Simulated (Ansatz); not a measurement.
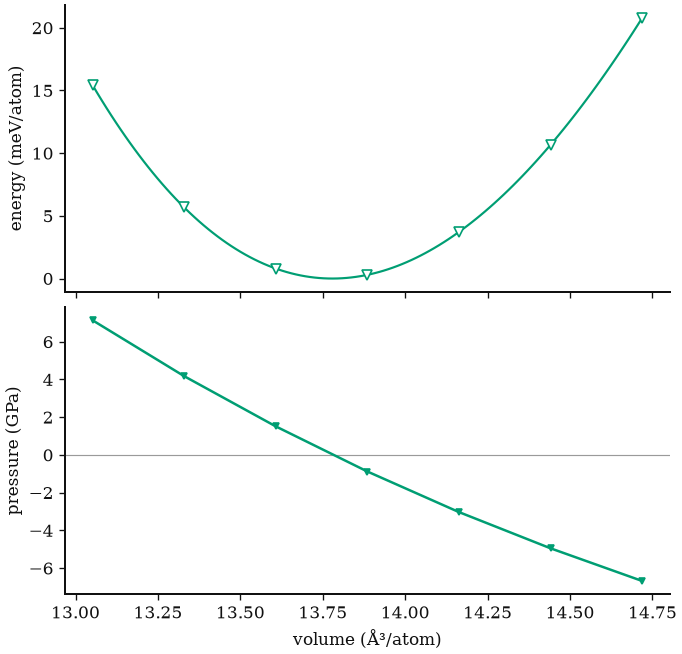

The plot gives the computed energy and pressure against volume for CaO, space group Fm-3m (No. 225).

Cell as given: a = 3.399 Å, b = 3.399 Å, c = 3.399 Å, α = 60.00°, β = 60.00°, γ = 60.00°; 2 atoms.

Method: plane-wave DFT, no spin polarisation; energies at scaled volumes of the given cell, shape and fractions fixed, counted from the fit's minimum, third-order Birch-Murnaghan fit (Ansatz 0.2.0). Level: r2SCAN.

- k mesh: 10×10×10
- occupations: Fermi–Dirac
- smearing width: 0.05 eV
- potentials: Ansatz PAW
- wave cutoff: 500 eV
- density cutoff: 2000 eV

**What equilibrium volume and bulk modulus follow from the curve?**

A third-order Birch–Murnaghan fit gives V0 = 13.78 Å³/atom, B0 = 117 GPa and B′ = 4.3.

**What does the pressure do across the range?**

It falls from 7.13 GPa at volume 13.05 Å³/atom to −6.68 GPa at 14.72 Å³/atom, and changes sign near 13.78 Å³/atom.
